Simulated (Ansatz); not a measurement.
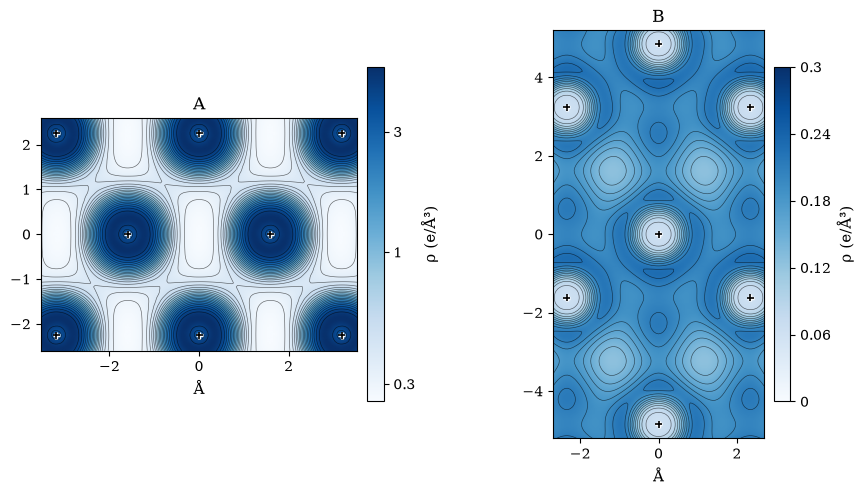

The valence electron density of 2 systems, each on a plane through atoms (crosses mark nuclei in the plane).

Computed with Ansatz 0.2.0, DFT LDA, scalar-relativistic, plane waves, PAW.

System 1: W, the (011̄) plane of the conventional cell. Space group Im-3m; computed pressure about −14 GPa in this cell.

```yaml
crystal:
  lattice:
    - [3.18356, 0.00000, 0.00000]
    - [0.00000, 3.18356, 0.00000]
    - [0.00000, 0.00000, 3.18356]
  atoms:
    - { symbol: W, position: [0.00000, 0.00000, 0.00000] }
    - { symbol: W, position: [0.50000, 0.50000, 0.50000] }
```

System 2: Al, the (110) plane of the conventional cell. Space group P6₃/mmc; a structure from a database of computed crystals, not necessarily the ambient phase.

```cif
data_structure
_symmetry_space_group_name_H-M 'P 1'
_symmetry_Int_Tables_number 1
_cell_length_a 2.8025
_cell_length_b 2.8025
_cell_length_c 4.6858
_cell_angle_alpha 90.000
_cell_angle_beta 90.000
_cell_angle_gamma 120.000
_cell_volume 31.87
loop_
_atom_site_label
_atom_site_type_symbol
_atom_site_fract_x
_atom_site_fract_y
_atom_site_fract_z
_atom_site_occupancy
Al1 Al 0.66667 0.33333 0.75000 1
Al2 Al 0.33333 0.66667 0.25000 1
```

Which map belongs to which system?

Answer. Panel A is system 1, W: the plane holds W. W–W (2.76 Å): the density is about 0.4 e/Å³ at the midpoint. Panel B is system 2, Al: the plane holds Al. Al–Al (2.85 Å): ρ is about 0.2 e/Å³ halfway.
